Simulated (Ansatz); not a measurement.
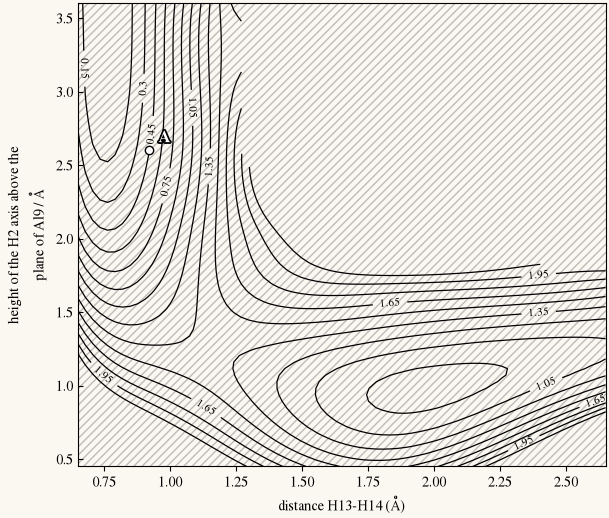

H₂ on an Al(111) slab cut from the Fm-3m phase, its upper half relaxed before the scan (12 atoms of substrate and one adsorbate in a 2 × 2 cell). H2 lies flat over one site of a rigid substrate while its bond length and height are varied; it sits over a bridge site, heights counted from the top plane, its axis along a direction equivalent to the long diagonal of the hexagonal surface cell. Coordinates scanned: (1) distance H13-H14; (2) height of the H2 axis above the plane of Al9. The grid has 8 × 9 points. At 15 points there is no value (left out: too close to the surface, or the stretched molecule far from it). Points are written as (first, second). Energies are in eV, from the lowest grid point. Computed with DFT PBE, scalar-relativistic, plane waves, PAW (Ansatz 0.2.0). Settings: cutoff 420 eV, k-mesh 6×6×1, gaussian smearing 0.1 eV, no spin polarisation.

In the figure: contour lines labelled in eV (none above 2.1), hatched blanks where no value was computed, the point A. Between grid points the surface is interpolated.

### Which way does the force act at A, and how strong is it?

A, at (0.919 Å, 2.60 Å), is not a stationary point. The computed force is 3.3 eV for each Å towards smaller values of distance H13-H14 and 0.28 eV for each Å towards larger values of the second coordinate.
